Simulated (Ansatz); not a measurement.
System: HfO₂.

Input file:

```
crystal:
  lattice:
    - [5.118, 0.0, 0.0]
    - [0.0, 5.1857, 0.0]
    - [-0.85866306, 0.0, 5.21386714]
  atoms:
    - { symbol: Hf, position: [0.2755, 0.0397, 0.208] }
    - { symbol: Hf, position: [0.7245, 0.5397, 0.292] }
    - { symbol: Hf, position: [0.7245, 0.9603, 0.792] }
    - { symbol: Hf, position: [0.2755, 0.4603, 0.708] }
    - { symbol: O, position: [0.4487, 0.7581, 0.4801] }
    - { symbol: O, position: [0.5513, 0.2581, 0.0199] }
    - { symbol: O, position: [0.5513, 0.2419, 0.5199] }
    - { symbol: O, position: [0.4487, 0.7419, 0.9801] }
    - { symbol: O, position: [0.0742, 0.3316, 0.3467] }
    - { symbol: O, position: [0.9258, 0.8316, 0.1533] }
    - { symbol: O, position: [0.9258, 0.6684, 0.6533] }
    - { symbol: O, position: [0.0742, 0.1684, 0.8467] }
basis:
  ecutwfc: 420.0
kpoints:
  mp_grid:
    grid: [4, 4, 4]
hamiltonian:
  xc: lda
scf:
  occupations:
    method: fixed
output:
  write_density: true
  write_potential: true
  volumetric_format: npy
  populations: true
  elf: true
  dos:
    de: 0.1
    projected: true
  stress: true
  eigenvalues: true
```

Command:

```sh
python hfo2.py
```

Below, planes, directions and counts refer to the conventional cell (a = 5.12 Å, b = 5.19 Å, c = 5.28 Å, α = 90.00°, β = 99.35°, γ = 90.00°).

Space group P2₁/c; computed pressure about −8 GPa in this cell.

Computed with DFT LDA, plane waves, PAW in Ansatz.

### What will maps of the valence pseudo-density and electron localisation function show?

Hf–O (2.14 Å): ρ is about 0.67 e/Å³ halfway; the ELF peaks at about 0.85 in the valence shell of O, 0.6 Å from its nucleus, and drops to about 0.20 between the two atoms; no localised pair shows between them.
Hf–O (2.17 Å): ρ at the midpoint is about 0.62 e/Å³; the ELF peaks at about 0.85 in the valence shell of O, 0.6 Å from its nucleus, and drops to about 0.20 between the two atoms: no shared electron pair shows on this line.

### Does the calculation give a band gap?

It is gapped, with a Kohn–Sham gap of 4.0 eV on the k-point mesh (the band edges may lie off the mesh, which would make the gap smaller).

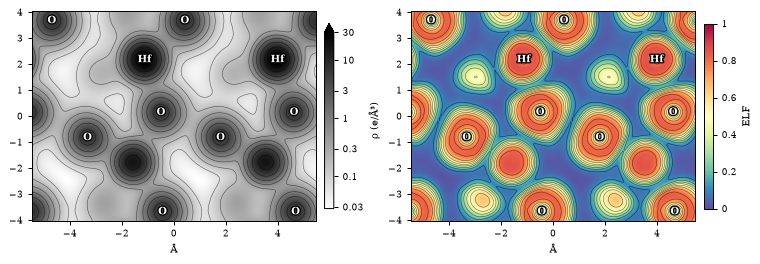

Computed valence pseudo-density and electron localisation function on the (011) plane of the conventional cell, in this order. Atoms just off the plane (Hf, 0.4 Å away) can leave unmarked features too.

In a PAW calculation such maps are meaningful between the atoms, not at the nuclei.
